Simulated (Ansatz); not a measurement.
## Run report: CuO, geometry relaxation (part 3 of 3)

The same run, continued: CuO (4 atoms in the cell); DFT PBEsol, scalar-relativistic, plane waves, PAW, no spin polarisation (Ansatz 0.2.0); cutoff 200 eV, 14×14×8 k-mesh, Gaussian smearing of 0.1 eV. The structure derives from a Materials Project entry. The run did not end well. It belongs to a series of runs on one base structure; here: relaxed ecut: 200 eV.

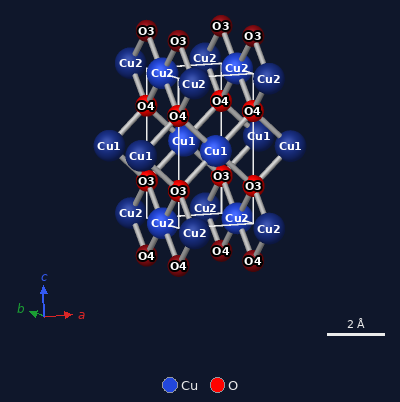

The geometry at step 32 of the log (ball-and-stick view of the cell of the calculation, seen slightly off an axis; neighbours outside the cell are drawn fainter; atoms are numbered from 1 in the order of the input).

Output, continued
```
--- Per-component energies (eV) ---
  E_band       = -1039.784832
  E_kinetic    = 1007.735023
  E_local      = -10274.605925  (includes V_loc(G=0)·N_el)
  E_nonlocal   = 1032.340355
  E_hartree    = 4471.527722
  E_xc         = -326.842621
  E_vxc        = -421.526803  (∫ρ·V_xc dr)
  E_paw        = -3719.930513  (= ΣΔE_a)
  E_vpaw       = -1326.785587  (= ΣTr[D̂ρ^β])
  E_aug_tail   = 0.002473  (compensation charges beyond the density's cutoff)
  E_ewald      = -6444.364363
  E_core_change = 0.482980  (= ΣΔE_core)
  E_smearing   = -0.008942  (= −TS)
  E_closure    = 0.000000  (closes the sum)
  Σ components = -14253.663811   (vs F -14253.663811, Δ=0.00e0)
--- Forces (eV/Å), atoms counted from 1 ---
  atom   1  Cu     0.00000000     0.00000000     0.00000000
  atom   2  Cu     0.00000000     0.00000000     0.00000000
  atom   3  O      0.00673281    -0.00604070    -0.00239156
  atom   4  O     -0.00673281     0.00604070     0.00239156
  max |Σ_I F_I| component: 0.00e0 eV/Å
--- Stress (GPa, compression-positive) ---
       -1.058979       0.846384       0.484324
        0.846384      -1.154324       0.434666
        0.484324       0.434666       1.894920
  P = ⅓ Tr σ = -0.1061 GPa (-1.061 kbar)
--- Band table (eV; the first three rows and the last of 788) ---
  k-point 0: bands = ["-105.4904", "-104.8710", "-63.0104", "-62.9899", "-62.8986", "-62.5218", "-62.2688", "-62.2620", "-10.6661", "-9.8081", "1.6827", "3.8002", "3.8294", "4.8931", "5.2493", "5.5906", "5.8725", "5.9460", "5.9716", "6.3011", "6.6100", "6.7036", "6.9202", "7.2113", "10.4242", "10.6349", "10.6924", "16.0174", "17.2054", "23.7832"]
  k-point 1: bands = ["-105.3721", "-104.7368", "-62.9340", "-62.8777", "-62.8359", "-62.3043", "-62.1921", "-62.1807", "-10.6340", "-9.8378", "1.9167", "3.8308", "3.8462", "4.8749", "5.3712", "5.5755", "5.9622", "5.9875", "6.0053", "6.3885", "6.7787", "7.0027", "7.1544", "7.1685", "10.5980", "10.7205", "10.9781", "15.5795", "18.1486", "23.8254"]
  k-point 2: bands = ["-105.3570", "-104.8741", "-62.9108", "-62.8644", "-62.8501", "-62.4851", "-62.4087", "-62.2124", "-10.5577", "-9.9376", "2.2594", "3.7780", "3.9373", "4.6146", "5.2790", "5.3204", "5.8421", "5.8699", "6.0652", "6.2584", "6.5209", "6.9807", "7.0830", "7.2486", "10.3027", "10.3468", "11.5518", "14.8095", "19.0032", "23.5732"]
  k-point 787: bands = ["-105.2827", "-105.2823", "-62.8815", "-62.8811", "-62.7928", "-62.7926", "-62.4593", "-62.4588", "-9.5499", "-9.5498", "3.6673", "3.6675", "3.8778", "3.8781", "4.0354", "4.0359", "5.6260", "5.6264", "6.2735", "6.2739", "6.8816", "6.8817", "7.5533", "7.5535", "8.4131", "8.4137", "14.5081", "14.5085", "20.7422", "20.7432"]
End of that report.
Error: variable-cell relaxation did not converge after 60 `relax_step` rows, as none of its last 14 fresh-basis SCF(s) at a relaxed cell met both thresholds with a finite energy. The last misses `relax.cell.stress_tol`: largest allowed force component 6.73e-3 eV/Å (`relax.f_tol` 1.00e-2 eV/Å), stress off the target on the free part of the cell 2.08e0 GPa (`relax.cell.stress_tol` 5.00e-2 GPa), F+E_penalty+E_count -14253.66381109 eV. The closest is row 60, whose structure comes with this error. Larger ratio of force or stress to its threshold at each such SCF whose figures are numbers: 602.684, 468.520, 384.130, 347.038, 251.761, 179.443, 148.291, 104.290, 98.993, 85.622, 73.738, 77.038, 61.133, 41.525. The dense FFT grid had 15×15×24 points at the cell where the steps before the first such SCF started and, at each such SCF in turn, 15×15×24, 15×15×25, 15×15×25, 15×15×25, 15×15×25, 15×15×25, 15×15×25, 15×15×25, 15×15×25, 15×15×25, 15×15×27, 15×15×27, 15×15×27, 15×15×27, so 2 of them had another grid than the one listed just before. After the last such SCF `relax.max_steps` ran out. If the threshold ratios fall while the rows' cell is stable, continue in a new run from this error's structure with a larger `relax.max_steps`. Ratios that fall only as the cell collapses won't converge, and for ratios that don't fall see `relax.cell`. Where this run's directory can be resumed (`checkpoint.write`), a resume goes on for up to `relax.max_steps` more
  cell:  # Å, volume = 45.4298 Å³
    - [2.8876744207765945, 0.010456189745528068, 0.004374165329116515]
    - [0.04963905141441754, 2.8871854876617107, 0.00409576336392262]
    - [0.025470892294284425, 0.024611547663067314, 5.449425888426677]
  atoms:
    - { symbol: Cu, position: [0.5, 0.0, 0.5000000000000001] }
    - { symbol: Cu, position: [2.5394047758683924e-18, 0.5, 5.421010862427522e-20] }
    - { symbol: O, position: [0.003080904359714645, 0.9969998935688642, 0.2500112067863053] }
    - { symbol: O, position: [0.9969190956402856, 0.0030001064311359427, 0.7499887932136949] }
```

Trajectory as extended XYZ (Å, eV, eV/Å), 18 of the 60 frames kept, from step=1 to step=60
```
4
Lattice="2.8795 0.0000 0.0000 0.0391 2.8793 0.0000 0.0175 0.0172 5.1763" Properties=species:S:1:pos:R:3:forces:R:3 step=1 energy=-14253.38270 pressure_GPa=20.76
Cu    1.4485    0.0086    2.5882    0.0000   0.0000   0.0000
Cu    0.0195    1.4396    0.0000    0.0000   0.0000   0.0000
O     0.0479    2.8788    1.2947    0.0109  -0.0061  -0.0207
O     2.8881    0.0177    3.8817   -0.0109   0.0061   0.0207
4
Lattice="2.8828 0.0007 -0.0000 0.0398 2.8826 -0.0000 0.0175 0.0172 5.2040" Properties=species:S:1:pos:R:3:forces:R:3 step=4 energy=-14251.98322 pressure_GPa=1.18
Cu    1.4501    0.0090    2.6020    0.0000   0.0000   0.0000
Cu    0.0199    1.4413    0.0000    0.0000   0.0000   0.0000
O     0.0488    2.8821    1.3014    0.0076  -0.0037  -0.0153
O     2.8913    0.0185    3.9026   -0.0076   0.0037   0.0153
4
Lattice="2.8838 0.0005 0.0000 0.0396 2.8836 0.0000 0.0176 0.0174 5.2029" Properties=species:S:1:pos:R:3:forces:R:3 step=8 energy=-14253.41819 pressure_GPa=18.58
Cu    1.4507    0.0089    2.6015    0.0000   0.0000   0.0000
Cu    0.0198    1.4418    0.0000    0.0000   0.0000   0.0000
O     0.0490    2.8828    1.3008    0.0059  -0.0049  -0.0011
O     2.8919    0.0186    3.9022   -0.0059   0.0049   0.0011
4
Lattice="2.8898 0.0013 0.0006 0.0405 2.8895 0.0006 0.0186 0.0184 5.2488" Properties=species:S:1:pos:R:3:forces:R:3 step=11 energy=-14251.02433 pressure_GPa=-0.13
Cu    1.4542    0.0098    2.6247    0.0000   0.0000   0.0000
Cu    0.0202    1.4448    0.0003    0.0000   0.0000   0.0000
O     0.0505    2.8887    1.3128    0.0038  -0.0038  -0.0014
O     2.8983    0.0205    3.9372   -0.0038   0.0038   0.0014
4
Lattice="2.8939 0.0024 0.0008 0.0416 2.8934 0.0007 0.0190 0.0185 5.2830" Properties=species:S:1:pos:R:3:forces:R:3 step=15 energy=-14251.81802 pressure_GPa=0.72
Cu    1.4564    0.0104    2.6419    0.0000   0.0000   0.0000
Cu    0.0208    1.4467    0.0003    0.0000   0.0000   0.0000
O     0.0519    2.8926    1.3213    0.0069  -0.0078   0.0034
O     2.9026    0.0218    3.9631   -0.0069   0.0078  -0.0034
4
Lattice="2.8941 0.0022 0.0007 0.0414 2.8938 0.0007 0.0188 0.0185 5.2846" Properties=species:S:1:pos:R:3:forces:R:3 step=18 energy=-14253.57319 pressure_GPa=10.65
Cu    1.4565    0.0103    2.6427    0.0000   0.0000   0.0000
Cu    0.0207    1.4469    0.0003    0.0000   0.0000   0.0000
O     0.0521    2.8924    1.3218    0.0059  -0.0063  -0.0008
O     2.9023    0.0220    3.9642   -0.0059   0.0063   0.0008
4
Lattice="2.8967 0.0030 0.0012 0.0423 2.8963 0.0012 0.0197 0.0194 5.3161" Properties=species:S:1:pos:R:3:forces:R:3 step=22 energy=-14252.15637 pressure_GPa=-0.01
Cu    1.4582    0.0112    2.6586    0.0000   0.0000   0.0000
Cu    0.0212    1.4482    0.0006    0.0000   0.0000   0.0000
O     0.0535    2.8943    1.3302    0.0044   0.0053  -0.0005
O     2.9052    0.0244    3.9882   -0.0044  -0.0053   0.0005
4
Lattice="2.8976 0.0031 0.0021 0.0424 2.8972 0.0022 0.0214 0.0213 5.3458" Properties=species:S:1:pos:R:3:forces:R:3 step=25 energy=-14252.38378 pressure_GPa=0.06
Cu    1.4595    0.0122    2.6740    0.0000   0.0000   0.0000
Cu    0.0212    1.4486    0.0011    0.0000   0.0000   0.0000
O     0.0541    2.8960    1.3387    0.0041  -0.0033   0.0002
O     2.9073    0.0255    4.0115   -0.0041   0.0033  -0.0002
4
Lattice="2.8983 0.0036 0.0023 0.0429 2.8976 0.0022 0.0217 0.0212 5.3653" Properties=species:S:1:pos:R:3:forces:R:3 step=29 energy=-14252.84852 pressure_GPa=0.45
Cu    1.4600    0.0124    2.6838    0.0000   0.0000   0.0000
Cu    0.0215    1.4488    0.0011    0.0000   0.0000   0.0000
O     0.0549    2.8963    1.3433    0.0101  -0.0091   0.0095
O     2.9081    0.0262    4.0265   -0.0101   0.0091  -0.0095
4
Lattice="2.8979 0.0036 0.0022 0.0429 2.8975 0.0023 0.0216 0.0215 5.3681" Properties=species:S:1:pos:R:3:forces:R:3 step=32 energy=-14252.78938 pressure_GPa=0.00
Cu    1.4598    0.0125    2.6851    0.0000   0.0000   0.0000
Cu    0.0215    1.4487    0.0012    0.0000   0.0000   0.0000
O     0.0553    2.8957    1.3443    0.0012  -0.0014   0.0003
O     2.9071    0.0268    4.0283   -0.0012   0.0014  -0.0003
4
Lattice="2.8974 0.0045 0.0024 0.0438 2.8970 0.0024 0.0220 0.0217 5.3846" Properties=species:S:1:pos:R:3:forces:R:3 step=36 energy=-14253.60999 pressure_GPa=2.53
Cu    1.4597    0.0131    2.6935    0.0000   0.0000   0.0000
Cu    0.0219    1.4485    0.0012    0.0000   0.0000   0.0000
O     0.0568    2.8950    1.3486    0.0001  -0.0003   0.0007
O     2.9065    0.0283    4.0408   -0.0001   0.0003  -0.0007
4
Lattice="2.8964 0.0055 0.0025 0.0448 2.8960 0.0025 0.0222 0.0219 5.3987" Properties=species:S:1:pos:R:3:forces:R:3 step=39 energy=-14253.26597 pressure_GPa=0.01
Cu    1.4593    0.0137    2.7006    0.0000   0.0000   0.0000
Cu    0.0224    1.4480    0.0013    0.0000   0.0000   0.0000
O     0.0578    2.8939    1.3522    0.0001   0.0003   0.0001
O     2.9056    0.0295    4.0516   -0.0001  -0.0003  -0.0001
4
Lattice="2.8950 0.0062 0.0028 0.0455 2.8945 0.0028 0.0226 0.0223 5.4092" Properties=species:S:1:pos:R:3:forces:R:3 step=43 energy=-14253.63319 pressure_GPa=1.10
Cu    1.4588    0.0142    2.7060    0.0000   0.0000   0.0000
Cu    0.0227    1.4472    0.0014    0.0000   0.0000   0.0000
O     0.0587    2.8923    1.3551    0.0055  -0.0069   0.0012
O     2.9043    0.0306    4.0597   -0.0055   0.0069  -0.0012
4
Lattice="2.8934 0.0069 0.0029 0.0462 2.8930 0.0028 0.0227 0.0223 5.4193" Properties=species:S:1:pos:R:3:forces:R:3 step=46 energy=-14253.48491 pressure_GPa=0.00
Cu    1.4581    0.0146    2.7111    0.0000   0.0000   0.0000
Cu    0.0231    1.4465    0.0014    0.0000   0.0000   0.0000
O     0.0599    2.8905    1.3577    0.0000  -0.0008   0.0002
O     2.9025    0.0318    4.0673    0.0000   0.0008  -0.0002
4
Lattice="2.8905 0.0089 0.0035 0.0481 2.8901 0.0032 0.0239 0.0231 5.4358" Properties=species:S:1:pos:R:3:forces:R:3 step=50 energy=-14253.60270 pressure_GPa=-0.04
Cu    1.4572    0.0160    2.7196    0.0000   0.0000   0.0000
Cu    0.0241    1.4450    0.0016    0.0000   0.0000   0.0000
O     0.0627    2.8876    1.3622   -0.0051  -0.0006   0.0002
O     2.8998    0.0345    4.0803    0.0051   0.0006  -0.0002
4
Lattice="2.8892 0.0097 0.0039 0.0489 2.8888 0.0036 0.0246 0.0238 5.4438" Properties=species:S:1:pos:R:3:forces:R:3 step=53 energy=-14253.52025 pressure_GPa=-0.64
Cu    1.4569    0.0167    2.7238    0.0000   0.0000   0.0000
Cu    0.0244    1.4444    0.0018    0.0000   0.0000   0.0000
O     0.0634    2.8864    1.3646    0.0036  -0.0022  -0.0005
O     2.8992    0.0358    4.0867   -0.0036   0.0022   0.0005
4
Lattice="2.8874 0.0105 0.0044 0.0497 2.8869 0.0041 0.0255 0.0246 5.4495" Properties=species:S:1:pos:R:3:forces:R:3 step=57 energy=-14253.62820 pressure_GPa=0.30
Cu    1.4565    0.0176    2.7269    0.0000   0.0000   0.0000
Cu    0.0248    1.4435    0.0021    0.0000   0.0000   0.0000
O     0.0639    2.8849    1.3665    0.0149  -0.0084   0.0015
O     2.8986    0.0371    4.0915   -0.0149   0.0084  -0.0015
4
Lattice="2.8877 0.0105 0.0044 0.0496 2.8872 0.0041 0.0255 0.0246 5.4494" Properties=species:S:1:pos:R:3:forces:R:3 step=60 energy=-14253.66381 pressure_GPa=-0.11
Cu    1.4566    0.0175    2.7269    0.0000   0.0000   0.0000
Cu    0.0248    1.4436    0.0020    0.0000   0.0000   0.0000
O     0.0648    2.8847    1.3665    0.0067  -0.0060  -0.0024
O     2.8980    0.0375    4.0914   -0.0067   0.0060   0.0024
```

The run was set up as follows.

Input file
```yaml
crystal:
  lattice:
    - [2.8795009639, 0.0, 0.0]
    - [0.039072758, 2.8792794796, 0.0]
    - [0.0174953863, 0.0172449008, 5.1763391994]
  atoms:
    - { symbol: Cu, position: [0.5, 0.0, 0.5] }
    - { symbol: Cu, position: [0.0, 0.5, 0.0] }
    - { symbol: O, position: [0.00157603, 0.99832822, 0.2501129] }
    - { symbol: O, position: [0.99842397, 0.00167178, 0.7498871] }
basis:
  ecutwfc: 200
kpoints:
  mp_grid: { grid: [14, 14, 8] }
hamiltonian:
  xc: pbesol
scf:
  occupations: { method: gaussian, width: 0.1 }
output:
  forces: true
  stress: true
  eigenvalues: true
relax:
  adjacent_minimum: "off"
  f_tol: 0.01
  max_steps: 60
  cell: { stress_tol: 0.05 }
```

Run as:
```bash
ansatz run input.yaml --threads 1 --pin off --max-ram 2560MiB --backend cpu --events-out ev --progress --plain --runs-dir out
```

Outcome

```csv
quantity,value
outcome,not converged
space group (tolerance 0.01 Å),C2/c (15)
final cell,"a = 2.888 Å, b = 2.888 Å, c = 5.450 Å, α = 89.66°, β = 89.64°, γ = 88.81°"
hardware,"1 thread of Intel Xeon (Granite Rapids), 32 GiB of memory available, shared host"
wall time,11 min
peak memory,0.67 GiB
```

What went wrong

The run did not converge: “variable-cell relaxation did not converge after 60 `relax_step` rows, as none of its last 14 fresh-basis SCF(s) at a relaxed cell met both thresholds with a finite energy …” Its last values are not results. The program warns: the cutoff is below the recommended one.
